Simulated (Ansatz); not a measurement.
# Geometry relaxation, with input and output: C₁₂H (charge +1) (part 3 of 3)

Continued. System: C₁₂H (defect cell, 13 atoms in the cell, total charge +1). Method: DFT LDA, scalar-relativistic, plane waves, PAW, PAW set soft_1, no spin polarisation (Ansatz 0.2.0); cutoff 420 eV, 6×6×6 k-mesh, Gaussian smearing of 0.05 eV. The structure derives from an entry of the Crystallography Open Database.

Geometry of the input (Å; fractional positions):
```
1.7657  -3.5315  -1.7657
3.5315  -1.7657  1.7657
-1.7657  -3.5315  1.7657
C  0.2500  1.0000  0.2500
C  0.0833  0.3333  0.7500
C  0.9167  0.6667  0.2500
C  0.7500  1.0000  0.7500
C  0.5833  0.3333  0.2500
C  0.4167  0.6667  0.7500
C  0.9583  0.3333  0.1250
C  0.7917  0.6667  0.6250
C  0.6250  1.0000  0.1250
C  0.4583  0.3333  0.6250
C  0.2917  0.6667  0.1250
C  0.1250  1.0000  0.6250
H  1.1806  0.2222  0.4583
```

### Output, continued
```
  k-point 111: bands = ["-5.8695", "-5.1864", "-3.3857", "-2.8336", "-2.0901", "0.0629", "0.6854", "0.9766", "4.7263", "5.0414", "5.3858", "6.2054", "6.3623", "6.6391", "7.2366", "7.3847", "8.7531", "8.8469", "9.6579", "9.8997", "10.2550", "10.3378", "10.8728", "11.0665", "17.4057", "18.4226", "19.1957", "19.7581", "20.4506", "21.5458", "22.0404", "22.2496", "22.9259", "23.3315", "23.6551", "24.3934", "24.5977"]
--- Relaxed structure (14 steps of the walk, 11 accepted, 0 SCFs on fresh bases) ---
  F+E_penalty+E_count = -2942.26420063 eV   max|allowed force component| = 7.266e-3 eV/Å
  atoms:
    - { symbol: C, position: [0.2480477256257696, 0.9950967658081458, 0.2352933812848006] }
    - { symbol: C, position: [0.06881509161665117, 0.3595115326691776, 0.7575506449017202] }
    - { symbol: C, position: [0.9124474556387124, 0.6687242441947407, 0.24604944716506444] }
    - { symbol: C, position: [0.7391034660890499, 1.008540719304468, 0.7472993133354399] }
    - { symbol: C, position: [0.5800729487158288, 0.3362907398014264, 0.24420392255443707] }
    - { symbol: C, position: [0.4128445646273287, 0.6702259911218602, 0.7476143026317457] }
    - { symbol: C, position: [0.9525850641419926, 0.3338989774356899, 0.12429540387500526] }
    - { symbol: C, position: [0.7818088386746088, 0.6772353812369608, 0.6211542173077716] }
    - { symbol: C, position: [0.6233311123401952, 1.0001425024581496, 0.11885806400909806] }
    - { symbol: C, position: [0.45798157582814525, 0.3430219097560726, 0.6217708042553654] }
    - { symbol: C, position: [0.2880280283515396, 0.6650554554040249, 0.11944399389836677] }
    - { symbol: C, position: [0.11764682058469855, 0.9844484297677203, 0.6215338094267873] }
    - { symbol: H, position: [1.2478428633654792, 0.18002957324156335, 0.5032660286543975] }
```

### Trajectory as extended XYZ (Å, eV, eV/Å), 14 frames, from step=1 to step=14
```
13
Lattice="1.7657 -3.5315 -1.7657 3.5315 -1.7657 1.7657 -1.7657 -3.5315 1.7657" Properties=species:S:1:pos:R:3:forces:R:3 step=1 energy=-2941.85223
C     3.5315   -3.5315    1.7657    0.7520   2.2645  -2.2707
C     0.0000   -3.5315    1.7657    0.5666  -2.3022   2.1690
C     3.5315   -5.2972    0.0000    0.5151   0.2743   0.1021
C     3.5315   -7.0630    1.7657    0.1078   0.2865   0.3445
C     1.7657   -3.5315    0.0000    0.4481  -0.1549  -0.2234
C     1.7657   -5.2972    1.7657    0.2864  -0.4260  -0.0766
C     2.6486   -4.4144   -0.8829   -0.1765   0.6686   0.2023
C     2.6486   -6.1801    0.8829    0.3086   0.1187   0.4798
C     4.4144   -4.4144    0.8829    0.3811  -0.3030  -0.7477
C     0.8829   -4.4144    0.8829    0.3890  -0.5448  -0.0782
C     2.6486   -2.6486    0.8829   -0.2590   0.1197   0.0928
C     2.6486   -4.4144    2.6486   -3.9371  -0.0152   0.0475
H     2.0600   -6.1801   -0.8829    0.6175   0.0139  -0.0413
13
Lattice="1.7657 -3.5315 -1.7657 3.5315 -1.7657 1.7657 -1.7657 -3.5315 1.7657" Properties=species:S:1:pos:R:3:forces:R:3 step=2 energy=-2942.10816
C     3.5326   -3.5117    1.7426    0.5426   1.1573  -1.1089
C     0.0064   -3.5517    1.7861    0.6250  -1.1907   1.1988
C     3.5361   -5.2916    0.0009    0.1831   0.0252   0.0040
C     3.5359   -7.0562    1.7747    0.1812  -0.0490  -0.0262
C     1.7672   -3.5311   -0.0021    0.1731  -0.0376  -0.0356
C     1.7685   -5.3098    1.7626    0.1939   0.0764  -0.0058
C     2.6436   -4.4116   -0.8761   -0.0108   0.4524  -0.0533
C     2.6601   -6.1813    0.8898    0.0645   0.0703   0.3492
C     4.4218   -4.4134    0.8731    0.0167  -0.0609  -0.2820
C     0.8949   -4.4228    0.8867    0.0254  -0.2876  -0.1039
C     2.6396   -2.6405    0.8757    0.0211  -0.1360   0.0991
C     2.6204   -4.4159    2.6492   -2.0217  -0.0108   0.0054
H     2.0506   -6.1809   -0.8857    0.0058  -0.0089  -0.0407
13
Lattice="1.7657 -3.5315 -1.7657 3.5315 -1.7657 1.7657 -1.7657 -3.5315 1.7657" Properties=species:S:1:pos:R:3:forces:R:3 step=3 energy=-2942.22635
C     3.5414   -3.4869    1.7183    0.3025   0.0936  -0.0748
C     0.0256   -3.5744    1.8124    0.3190  -0.0652   0.0979
C     3.5381   -5.2928    0.0009    0.0059  -0.0177   0.0332
C     3.5413   -7.0587    1.7762    0.0268   0.0285   0.0581
C     1.7678   -3.5292   -0.0025    0.0224   0.0051  -0.0130
C     1.7718   -5.3100    1.7606    0.0141  -0.0511  -0.0345
C     2.6459   -4.4038   -0.8742   -0.1016  -0.0399  -0.0416
C     2.6697   -6.1812    0.9032   -0.0306   0.0174  -0.0886
C     4.4221   -4.4113    0.8654   -0.0078  -0.0044   0.0665
C     0.9010   -4.4333    0.8853    0.0158   0.0228   0.0067
C     2.6396   -2.6384    0.8711   -0.1121  -0.0234   0.0251
C     2.5858   -4.4168    2.6491    0.0639   0.0648  -0.0313
H     2.0275   -6.1814   -0.8884   -0.5183  -0.0305  -0.0039
13
Lattice="1.7657 -3.5315 -1.7657 3.5315 -1.7657 1.7657 -1.7657 -3.5315 1.7657" Properties=species:S:1:pos:R:3:forces:R:3 step=4 energy=-2942.24167
C     3.5462   -3.4819    1.7131    0.2552   0.0248  -0.0177
C     0.0349   -3.5812    1.8196    0.2402   0.0679  -0.0375
C     3.5408   -5.2921    0.0011   -0.0659  -0.0882  -0.0222
C     3.5461   -7.0582    1.7775   -0.0264   0.0241   0.0571
C     1.7698   -3.5289   -0.0037   -0.0206   0.0698   0.0588
C     1.7758   -5.3096    1.7593    0.0071  -0.0825  -0.0139
C     2.6465   -4.4059   -0.8747   -0.0380   0.0319  -0.0268
C     2.6744   -6.1822    0.9026   -0.0380   0.0473  -0.0255
C     4.4235   -4.4103    0.8654    0.0297  -0.0008   0.0689
C     0.9055   -4.4329    0.8866    0.0086   0.0115  -0.0450
C     2.6410   -2.6360    0.8698   -0.0776  -0.0789   0.0003
C     2.5847   -4.4146    2.6474   -0.2761   0.0351  -0.0191
H     1.9886   -6.1845   -0.8868    0.0019  -0.0617   0.0225
13
Lattice="1.7657 -3.5315 -1.7657 3.5315 -1.7657 1.7657 -1.7657 -3.5315 1.7657" Properties=species:S:1:pos:R:3:forces:R:3 step=5 energy=-2942.24057 accepted=F
C     3.5554   -3.4806    1.7185   -0.0962   0.1591  -0.0810
C     0.0401   -3.5766    1.8166    0.1059   0.0962   0.1848
C     3.5379   -5.2884    0.0010    0.0895  -0.0860   0.1894
C     3.5438   -7.0546    1.7810    0.0766  -0.0032  -0.0730
C     1.7709   -3.5258    0.0011    0.1124  -0.0740  -0.0421
C     1.7688   -5.3128    1.7640    0.1845   0.1148  -0.0770
C     2.6513   -4.3963   -0.8734   -0.1041  -0.2818  -0.0364
C     2.6742   -6.1751    0.9059   -0.1476  -0.0950  -0.1495
C     4.4250   -4.4117    0.8665    0.0539   0.1552   0.1217
C     0.9086   -4.4342    0.8865   -0.1301   0.0401   0.0159
C     2.6416   -2.6391    0.8803   -0.1081   0.0704  -0.2461
C     2.5774   -4.4087    2.6435   -0.0140  -0.0223   0.1510
H     1.9828   -6.2144   -0.9140   -0.0227  -0.0734   0.0423
13
Lattice="1.7657 -3.5315 -1.7657 3.5315 -1.7657 1.7657 -1.7657 -3.5315 1.7657" Properties=species:S:1:pos:R:3:forces:R:3 step=6 energy=-2942.24590
C     3.5531   -3.4791    1.7135   -0.0154   0.0107   0.0024
C     0.0422   -3.5792    1.8207   -0.0041   0.0154   0.0123
C     3.5400   -5.2929    0.0023    0.0208   0.0128   0.0013
C     3.5447   -7.0552    1.7797    0.0028  -0.0156   0.0011
C     1.7712   -3.5276   -0.0020    0.0193  -0.0018  -0.0087
C     1.7736   -5.3106    1.7592    0.0058   0.0133   0.0172
C     2.6489   -4.4037   -0.8747   -0.0051  -0.0134  -0.0069
C     2.6738   -6.1792    0.9029   -0.0041  -0.0011   0.0049
C     4.4254   -4.4098    0.8680   -0.0104   0.0011  -0.0045
C     0.9071   -4.4320    0.8856   -0.0050   0.0018  -0.0060
C     2.6404   -2.6378    0.8714    0.0165  -0.0008  -0.0032
C     2.5775   -4.4113    2.6466   -0.0175   0.0277  -0.0165
H     1.9799   -6.1999   -0.8957   -0.0036  -0.0499   0.0067
13
Lattice="1.7657 -3.5315 -1.7657 3.5315 -1.7657 1.7657 -1.7657 -3.5315 1.7657" Properties=species:S:1:pos:R:3:forces:R:3 step=7 energy=-2942.25078
C     3.5521   -3.4759    1.7216   -0.1581   0.0711  -0.0020
C     0.0466   -3.5710    1.8287   -0.0296   0.0093   0.0789
C     3.5403   -5.2866    0.0040    0.0146  -0.0130   0.0190
C     3.5450   -7.0457    1.7847   -0.0370  -0.0046   0.0177
C     1.7758   -3.5215    0.0005    0.0199  -0.0310  -0.0482
C     1.7715   -5.3017    1.7654    0.0148  -0.0092  -0.0323
C     2.6487   -4.4014   -0.8736   -0.0306  -0.0142   0.0173
C     2.6737   -6.1670    0.9070   -0.0369  -0.1013  -0.0199
C     4.4258   -4.4047    0.8706    0.0510   0.0612   0.0014
C     0.9108   -4.4267    0.8878   -0.0078  -0.0257   0.0552
C     2.6435   -2.6329    0.8761   -0.0093   0.0416  -0.0850
C     2.5723   -4.3924    2.6409    0.2299   0.0583   0.0167
H     1.9717   -6.2910   -0.9362   -0.0209  -0.0426  -0.0187
13
Lattice="1.7657 -3.5315 -1.7657 3.5315 -1.7657 1.7657 -1.7657 -3.5315 1.7657" Properties=species:S:1:pos:R:3:forces:R:3 step=8 energy=-2942.25687
C     3.5450   -3.4686    1.7328   -0.2138  -0.0070  -0.0217
C     0.0521   -3.5600    1.8431   -0.1078   0.1624  -0.0125
C     3.5392   -5.2774    0.0056    0.0112  -0.0366   0.0330
C     3.5463   -7.0321    1.7933   -0.0876  -0.0506  -0.0048
C     1.7805   -3.5121    0.0031    0.0145  -0.0175  -0.0629
C     1.7710   -5.2888    1.7740    0.0016   0.0207  -0.0813
C     2.6448   -4.3976   -0.8718    0.0329   0.0299   0.0194
C     2.6735   -6.1530    0.9128   -0.0468  -0.1310  -0.0539
C     4.4253   -4.3949    0.8739    0.0406   0.0942   0.0287
C     0.9166   -4.4198    0.8938    0.0177  -0.0752   0.0443
C     2.6462   -2.6229    0.8794   -0.0280   0.0783  -0.0765
C     2.5728   -4.3628    2.6324    0.5678  -0.0440   0.0930
H     1.9646   -6.4283   -0.9950   -0.2022  -0.0236   0.0952
13
Lattice="1.7657 -3.5315 -1.7657 3.5315 -1.7657 1.7657 -1.7657 -3.5315 1.7657" Properties=species:S:1:pos:R:3:forces:R:3 step=9 energy=-2942.26345
C     3.5372   -3.4650    1.7356   -0.0034  -0.0152  -0.0005
C     0.0501   -3.5497    1.8467   -0.0061  -0.0919   0.0923
C     3.5380   -5.2728    0.0048    0.0015   0.0162  -0.0089
C     3.5466   -7.0304    1.7960    0.0011  -0.0119  -0.0322
C     1.7803   -3.5059    0.0011    0.0126  -0.0069  -0.0076
C     1.7750   -5.2829    1.7755    0.0064   0.0120   0.0090
C     2.6416   -4.3934   -0.8728    0.0330   0.0202   0.0046
C     2.6745   -6.1510    0.9121   -0.0068  -0.0086  -0.0086
C     4.4229   -4.3879    0.8754   -0.0005   0.0064  -0.0009
C     0.9209   -4.4181    0.8951   -0.0049  -0.0093   0.0226
C     2.6457   -2.6149    0.8774   -0.0123  -0.0177   0.0095
C     2.5879   -4.3562    2.6345   -0.0347   0.0990  -0.0572
H     1.9571   -6.4901   -1.0043    0.0141   0.0076  -0.0221
13
Lattice="1.7657 -3.5315 -1.7657 3.5315 -1.7657 1.7657 -1.7657 -3.5315 1.7657" Properties=species:S:1:pos:R:3:forces:R:3 step=10 energy=-2942.26324 accepted=F
C     3.5362   -3.4650    1.7342   -0.0172  -0.0208   0.0088
C     0.0505   -3.5521    1.8480    0.0339  -0.0534   0.1050
C     3.5375   -5.2726    0.0036    0.0124   0.0256  -0.0044
C     3.5464   -7.0302    1.7948   -0.0048  -0.0272  -0.0277
C     1.7798   -3.5049   -0.0003    0.0099  -0.0156  -0.0019
C     1.7753   -5.2825    1.7741    0.0000   0.0077   0.0081
C     2.6409   -4.3931   -0.8741    0.0005   0.0015   0.0175
C     2.6745   -6.1509    0.9116    0.0029  -0.0122   0.0008
C     4.4221   -4.3873    0.8747   -0.0150  -0.0039   0.0012
C     0.9210   -4.4191    0.8936    0.0160   0.0101   0.0221
C     2.6456   -2.6138    0.8761   -0.0070  -0.0245   0.0095
C     2.5870   -4.3524    2.6300    0.0331   0.0707  -0.0511
H     1.9609   -6.4945   -0.9890   -0.0648   0.0422  -0.0879
13
Lattice="1.7657 -3.5315 -1.7657 3.5315 -1.7657 1.7657 -1.7657 -3.5315 1.7657" Properties=species:S:1:pos:R:3:forces:R:3 step=11 energy=-2942.26395
C     3.5368   -3.4645    1.7358    0.0000  -0.0067  -0.0086
C     0.0511   -3.5513    1.8498    0.0082   0.0025  -0.0296
C     3.5379   -5.2724    0.0047    0.0060  -0.0032   0.0076
C     3.5465   -7.0297    1.7954   -0.0004  -0.0051   0.0039
C     1.7809   -3.5054    0.0011   -0.0103  -0.0011   0.0013
C     1.7750   -5.2819    1.7755    0.0031   0.0024  -0.0007
C     2.6420   -4.3931   -0.8724   -0.0053   0.0055  -0.0037
C     2.6743   -6.1505    0.9124   -0.0012   0.0035   0.0003
C     4.4228   -4.3874    0.8754    0.0021  -0.0010  -0.0007
C     0.9212   -4.4187    0.8954   -0.0117   0.0085   0.0030
C     2.6457   -2.6145    0.8776    0.0073   0.0181  -0.0010
C     2.5869   -4.3510    2.6308    0.0493  -0.0183  -0.0023
H     1.9566   -6.4981   -1.0043   -0.0472  -0.0050   0.0306
13
Lattice="1.7657 -3.5315 -1.7657 3.5315 -1.7657 1.7657 -1.7657 -3.5315 1.7657" Properties=species:S:1:pos:R:3:forces:R:3 step=12 energy=-2942.26420
C     3.5369   -3.4644    1.7344   -0.0024   0.0059  -0.0019
C     0.0536   -3.5535    1.8509    0.0002  -0.0012  -0.0049
C     3.5384   -5.2723    0.0043   -0.0026   0.0006  -0.0047
C     3.5471   -7.0301    1.7951    0.0007  -0.0018   0.0015
C     1.7806   -3.5048    0.0006   -0.0027  -0.0032   0.0044
C     1.7757   -5.2820    1.7745    0.0003   0.0044  -0.0037
C     2.6418   -4.3928   -0.8730   -0.0042   0.0013   0.0025
C     2.6753   -6.1506    0.9121    0.0003  -0.0007   0.0017
C     4.4228   -4.3873    0.8752    0.0024   0.0005  -0.0003
C     0.9218   -4.4188    0.8948    0.0064  -0.0029   0.0003
C     2.6462   -2.6136    0.8766    0.0050   0.0006  -0.0004
C     2.5867   -4.3490    2.6277   -0.0054  -0.0002   0.0065
H     1.9509   -6.4991   -0.9958    0.0019  -0.0033  -0.0010
13
Lattice="1.7657 -3.5315 -1.7657 3.5315 -1.7657 1.7657 -1.7657 -3.5315 1.7657" Properties=species:S:1:pos:R:3:forces:R:3 step=13 energy=-2942.26033 accepted=F
C     3.5326   -3.4601    1.7397    0.0535  -0.0600  -0.0659
C     0.0574   -3.5453    1.8548   -0.1961   0.0153   0.0821
C     3.5385   -5.2670    0.0049   -0.0183   0.0363  -0.0373
C     3.5489   -7.0242    1.8011   -0.0493  -0.0606  -0.1346
C     1.7819   -3.4988    0.0012    0.0449   0.0130  -0.0220
C     1.7769   -5.2755    1.7780   -0.0101   0.0504  -0.0241
C     2.6384   -4.3900   -0.8735    0.1839   0.0735   0.0366
C     2.6769   -6.1433    0.9142    0.0026  -0.0461  -0.0400
C     4.4223   -4.3817    0.8773   -0.0368   0.0382   0.0310
C     0.9259   -4.4142    0.8969    0.0604  -0.0810  -0.0134
C     2.6482   -2.6063    0.8770   -0.0560  -0.0679   0.0617
C     2.5909   -4.3382    2.6264    0.0583   0.0248   0.0633
H     1.9390   -6.5736   -1.0207   -0.0371   0.0642   0.0625
13
Lattice="1.7657 -3.5315 -1.7657 3.5315 -1.7657 1.7657 -1.7657 -3.5315 1.7657" Properties=species:S:1:pos:R:3:forces:R:3 step=14 energy=-2942.26420
C     3.5367   -3.4640    1.7346    0.0027  -0.0039   0.0030
C     0.0535   -3.5531    1.8509    0.0027  -0.0009   0.0003
C     3.5383   -5.2720    0.0041    0.0011  -0.0022   0.0034
C     3.5472   -7.0301    1.7953   -0.0012   0.0062   0.0019
C     1.7807   -3.5047    0.0007   -0.0020   0.0044  -0.0017
C     1.7758   -5.2816    1.7746    0.0030  -0.0054   0.0026
C     2.6417   -4.3926   -0.8730   -0.0001  -0.0024  -0.0019
C     2.6753   -6.1504    0.9122    0.0016   0.0011  -0.0004
C     4.4228   -4.3870    0.8752   -0.0025  -0.0020   0.0042
C     0.9222   -4.4188    0.8949   -0.0073   0.0036  -0.0030
C     2.6463   -2.6133    0.8766   -0.0028  -0.0003  -0.0005
C     2.5868   -4.3487    2.6280    0.0027   0.0018  -0.0062
H     1.9505   -6.5019   -0.9968    0.0021  -0.0001  -0.0019
```

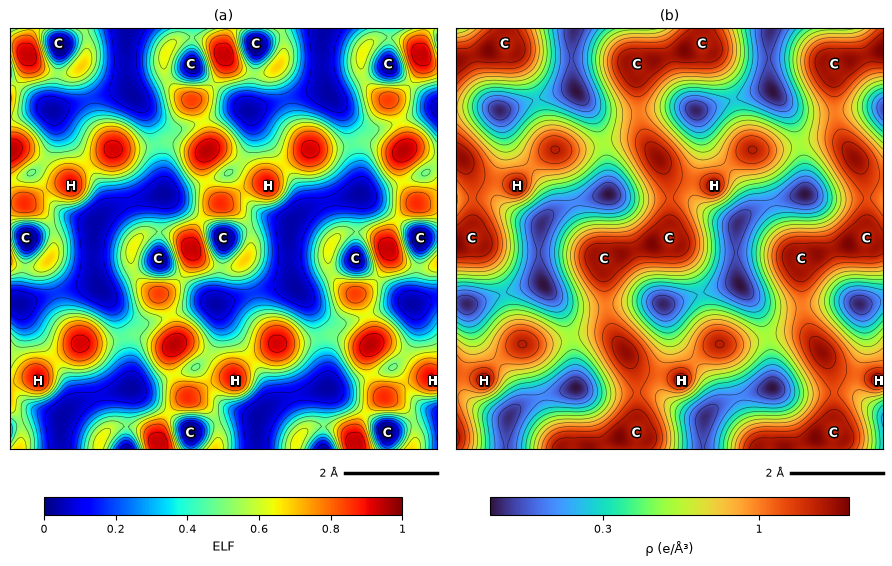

*(a) ELF; (b) valence electron density on the (100) plane of the calculation cell.*

Away from the nuclei the density in this plane falls to 0.13 e/Å³ at its lowest. The fields are those of the smooth PAW valence density.

### Summary

```csv
quantity,value
outcome,converged
electrons treated,48
free energy,−2942.2642 eV
Fermi energy,15.560 eV
gap on the k-point mesh,3.19 eV
pressure,27.94 GPa
final volume,66.06 Å³
largest force (length of the vector) at the end,0.009 eV/Å
wall time,35 s (CPU time 2.3 min)
peak memory,0.54 GiB
```

### Notes

The program warns: the PAW datasets were made with another functional; the SCF threshold is looser than advised for the printed stress.
